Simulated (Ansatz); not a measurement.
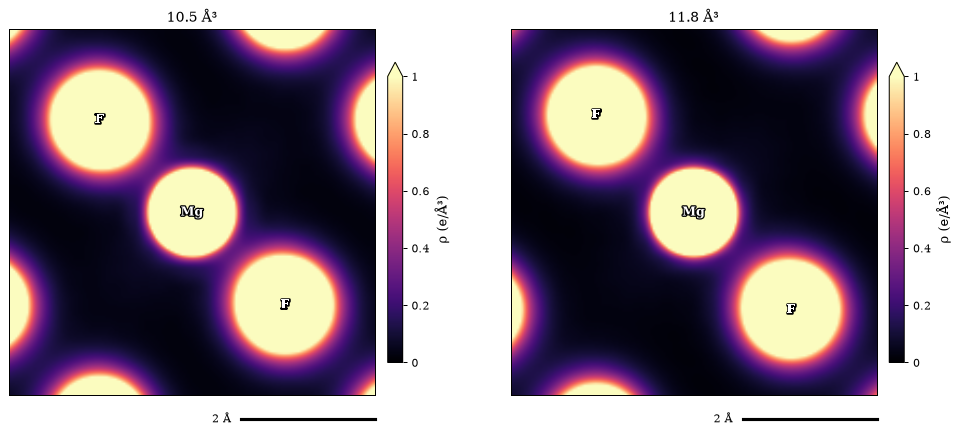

MgF$_{2}$. The valence charge density (pseudo) of cells scaled evenly to different volumes (given per atom above each panel), on the (001) plane of each (indices in the axes of the cell below), at one length scale and on one colour scale.

Started from the rutile prototype, which need not be the ambient phase.

The calculation used Ansatz 0.2.0, DFT, PBE, plane waves, PAW.

The largest cell:

```
Mg F
1.0
     4.76068    0.00000    0.00000
     0.00000    4.76068    0.00000
     0.00000    0.00000    3.13750
Mg F
2 4
Direct
  0.00000 0.00000 0.00000
  0.50000 0.50000 0.50000
  0.30516 0.30516 0.00000
  0.19484 0.80516 0.50000
  0.80516 0.19484 0.50000
  0.69484 0.69484 0.00000
```

| volume (Å³/atom) | Mg–F contact in the plane (Å) | ρ at its midpoint (e/Å³) | pressure (GPa) | gap on the mesh (eV) | 
| --- | --- | --- | --- | --- |
| 10.52 | 1.957 | 0.376 | 8.5 | 7.37 | 
| 11.51 | 2.029 | ? | ? | ? | 
| 11.85 | 2.055 | 0.297 | −3.4 | 6.57 | 

Q: Estimate the missing row, and compare with the calculation.

A: Over the known rows ln ρ falls by 2.41 per Å of Mg–F distance (the line through the two), which gives 0.316 e/Å³ at 2.029 Å; the calculation gives 0.316 e/Å³. For the pressure, a straight line in volume between the neighbouring rows gives −0.4 GPa; the calculation gives −1.0, lower because pressure rises ever faster on compression. For the gap on the mesh, a straight line in volume between the neighbouring rows gives 6.77 eV; the calculation gives 6.76.
